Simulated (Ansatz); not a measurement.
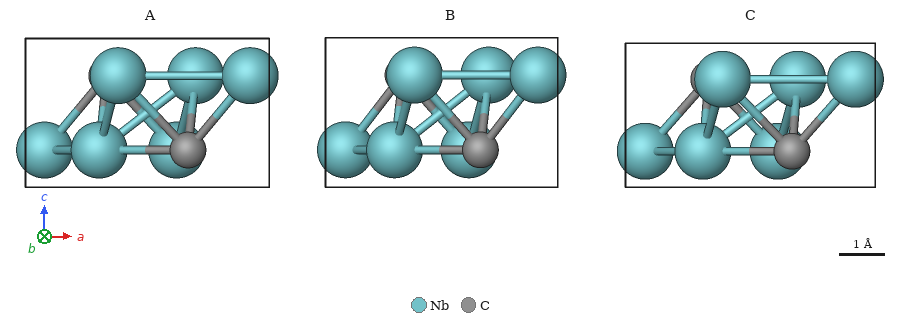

3 geometries from one relaxation of crystalline Nb3C (a generated structure, set up in P6_3/m) (coarse preliminary run), in shuffled order. The picture is a ball-and-stick view of the cell of the calculation, seen along the b axis.

The calculation used DFT PBE, scalar-relativistic, plane waves, PAW (Ansatz 0.2.0). Settings: plane-wave cutoff 420 eV; k-point mesh 3 × 3 × 6; occupations gaussian; smearing width 0.1 eV; no spin polarisation; cell and atoms relaxed; force threshold 0.04 eV/Å; at most 70 steps.

> Put them in the order of the run, from the start to the converged end.

B, A, C. They are steps 0, 1, 7, at +1.410 eV per cell of the calculation, +0.235 eV per cell of the calculation relative to the last. The energy falls by 1.410 eV per cell of the calculation in 5 accepted moves (7 points after the start). The largest force component goes from 0.88 to 0.0045 eV/Å. The pressure goes from 22.55 to 0.18 GPa. The line search rejected the trial step at point 5 of the run. At 1 point the geometry stayed and the basis and grid were re-selected for the new cell (energy shift of 18.7 meV per cell of the calculation at most each time). The largest moves relative to the cell, 0.074 Å, are those of Nb atoms. C stays in place. The drawn cell changes as follows: a = b 6.098 → 6.551 Å (+7.4 %), c 3.398 → 3.272 Å (−3.7 %); the volume changes by +11.1 %. Near-neighbour distances that change, for instance: Nb–Nb 2.825 → 3.026 Å, Nb–Nb 2.719 → 2.850 Å, Nb–Nb 3.398 → 3.272 Å, C–Nb 2.419 → 2.538 Å. The space group stays P6_3/m (No. 176).
